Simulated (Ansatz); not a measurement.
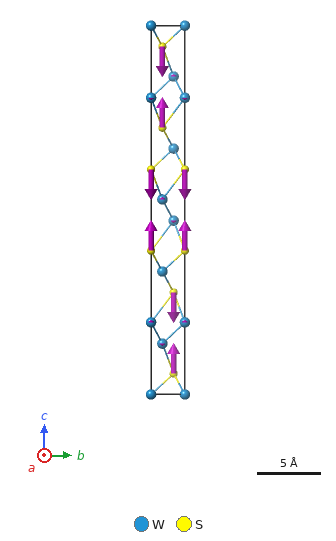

This is a relaxation of crystalline W3S2 (built on the tetradymite_166 type). The starting structure is drawn; purple arrows show the displacements (the part carried along by the change of the cell is left out), 100 times their true length.

A ball-and-stick model of the conventional cell (3 times the calculation's cell), seen along the a axis. Lengths and directions refer to the drawn axes.

Case: tetradymite type (R-3m, No. 166).

Computed with DFT PBE, scalar-relativistic, plane waves, PAW (Ansatz).

Input
```yaml
crystal:
  lattice:
    - [1.5656315725, 0.9039178099, 9.8632329774]
    - [-1.5656315725, 0.9039178099, 9.8632329774]
    - [0.0, -1.8078356197, 9.8632329774]
  atoms:
    - { symbol: W, position: [0.0, 0.0, 0.0] }
    - { symbol: W, position: [0.1954794936, 0.1954794936, 0.1954794936] }
    - { symbol: W, position: [0.8045205064, 0.8045205064, 0.8045205064] }
    - { symbol: S, position: [0.3899194429, 0.3899194429, 0.3899194429] }
    - { symbol: S, position: [0.6100805571, 0.6100805571, 0.6100805571] }
basis:
  ecutwfc: 420
kpoints:
  mp_grid: { grid: [12, 12, 12] }
hamiltonian:
  xc: pbe
scf:
  occupations: { method: gaussian, width: 0.1 }
output:
  forces: true
  stress: true
  eigenvalues: true
relax:
  adjacent_minimum: "off"
  f_tol: 0.01
  max_steps: 80
  cell: { stress_tol: 0.05 }
```

Run as
```bash
ansatz run input.yaml --threads 1 --pin off --max-ram 2560MiB --backend cpu --events-out ev --progress --plain --runs-dir out
```

Q: What did the optimiser do to the structure, and how much energy did it gain?

A: The largest moves relative to the cell, 0.025 Å, are those of S4 and S5. S4 goes along +c. Largest moves by element: S 0.025 Å, W 0.002 Å. The drawn cell changes as follows: a = b 3.131 → 3.132 Å (0.0 %), c 29.590 → 29.383 Å (−0.7 %); the volume changes by −0.6 %. Among the contacts that change: W2–S5 3.008 → 2.974 Å, W1–S4 2.464 → 2.473 Å, W2–W3 2.485 → 2.480 Å. The space group stays R-3m (No. 166). The energy falls by 4.5 meV per cell of the calculation in 4 accepted moves (5 points after the start). The largest force component goes from 0.19 to 0.0012 eV/Å. The pressure goes from −0.21 to 0.00 GPa. At 1 point the geometry stayed and the basis and grid were re-selected for the new cell (energy shift of 0.1 meV per cell of the calculation at most each time). The run took 2.8 min on 1 thread of Intel(R) Xeon(R) Platinum 8488C (Sapphire Rapids), on a shared host, peak memory 0.68 GiB.
